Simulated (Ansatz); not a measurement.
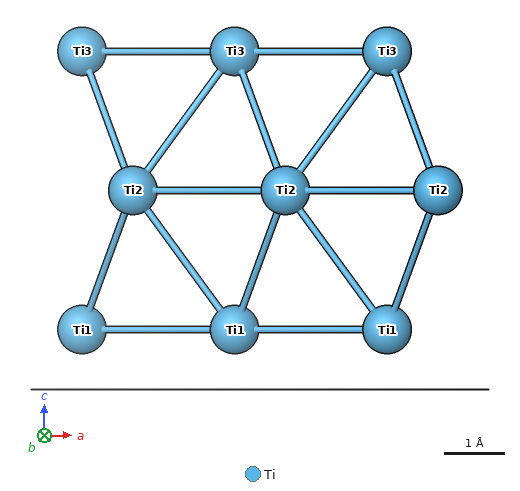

A slab of composition Ti (cut from the P6_3/mmc phase), before the constrained relaxation. Style: ball-and-stick. Shown: the 3 × 2 repeat of the cell, outlined in the plane, without the vacuum, along the b axis.

Case: clean slab, lower half held. The slab is the (0 0 1) face of Ti. 1 atoms are held fixed.

Method: Ansatz, DFT r2SCAN, scalar-relativistic, plane waves, PAW.

Input file:
```yaml
crystal:
  lattice:
    - [2.9357969418, 0.0, 0.0]
    - [-1.4678984709, 2.542474732, 0.0]
    - [0.0, 0.0, 21.6361929089]
  atoms:
    - { symbol: Ti, position: [0.3333333333, 0.6666666667, 0.3928602428] }
    - { symbol: Ti, position: [0.6666666667, 0.3333333333, 0.5] }
    - { symbol: Ti, position: [0.3333333333, 0.6666666667, 0.6071397572] }
basis:
  ecutwfc: 500
kpoints:
  mp_grid: { grid: [12, 12, 1] }
hamiltonian:
  xc: r2scan
scf:
  occupations: { method: gaussian, width: 0.1 }
output:
  forces: true
  eigenvalues: true
  write_density: true
  write_potential: true
  elf: true
  volumetric_format: npy
relax:
  adjacent_minimum: "off"
  f_tol: 0.03
  max_steps: 70
  constraints: [{ sites: [0] }]
efield:
  axis: 3
  dipole_correction: true
  ramp_width: 0.04
```

Command:
```bash
ansatz run input.yaml --threads 2 --pin off --max-ram 5120MiB --backend cpu --events-out ev --progress --plain --runs-dir out
```

Predict the outcome.

Answer. Ti3 moves most: 0.21 Å along the normal (−c). The cell stays as it was. Near-neighbour distances that change, for instance: Ti1–Ti2 2.872 → 2.787 Å. Over 2 geometry steps the energy falls by 42.2 meV per cell of the calculation. Largest force component: 0.37 eV/Å at the start, 0.0023 eV/Å at the end. Cost: 30 s on 2 threads of Intel(R) Xeon(R) Platinum 8259CL CPU @ 2.50GHz (Skylake/Cascade Lake), on a shared host, peak memory 0.84 GiB.

The end point in the same view:

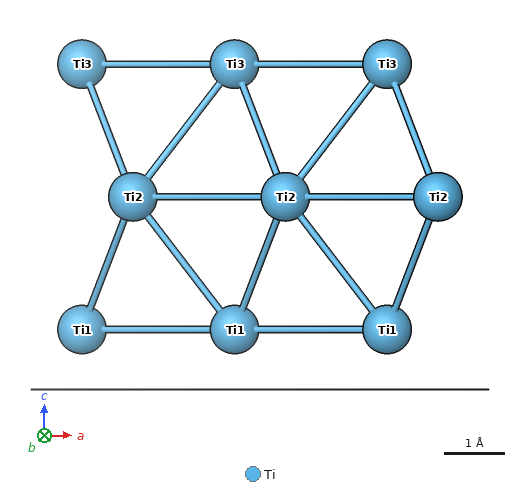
